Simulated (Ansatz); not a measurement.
System: MoS2 (slab).

```cif
data_structure
_symmetry_space_group_name_H-M 'P 1'
_symmetry_Int_Tables_number 1
_cell_length_a 3.1415
_cell_length_b 3.1415
_cell_length_c 35.4535
_cell_angle_alpha 90.000
_cell_angle_beta 90.000
_cell_angle_gamma 120.000
_cell_volume 303.01
loop_
_atom_site_label
_atom_site_type_symbol
_atom_site_fract_x
_atom_site_fract_y
_atom_site_fract_z
_atom_site_occupancy
S1 S 0.33333 0.66667 0.21154 1
Mo1 Mo 0.00000 0.00000 0.25549 1
S2 S 0.33333 0.66667 0.29944 1
S3 S 0.33333 0.66667 0.70056 1
Mo2 Mo 0.00000 0.00000 0.74451 1
S4 S 0.33333 0.66667 0.78846 1
```

Computed without spin polarisation.

These are results of DFT PBEsol, scalar-relativistic, plane waves, PAW (Ansatz 0.2.0), not measurements.

### Predict the valence pseudo-density and electron localisation function between the atoms.

Mo–S (2.39 Å): ρ is about 0.62 e/Å³ halfway; the ELF peaks at about 0.85 in the valence shell of S, 0.8 Å from its nucleus, and is about 0.45 at the midpoint.

### Does the calculation give a band gap?

It is gapped, with a Kohn–Sham gap of 1.8 eV on the k-point mesh, an upper bound to the gap of this method.

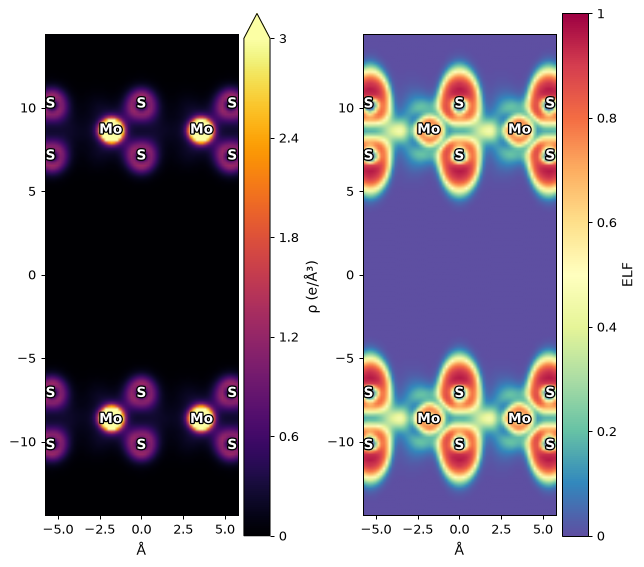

Computed valence pseudo-density and electron localisation function on the (110) plane of the calculation cell, a cut from vacuum to vacuum, in this order. 

In a PAW calculation such maps are meaningful between the atoms, not at the nuclei.
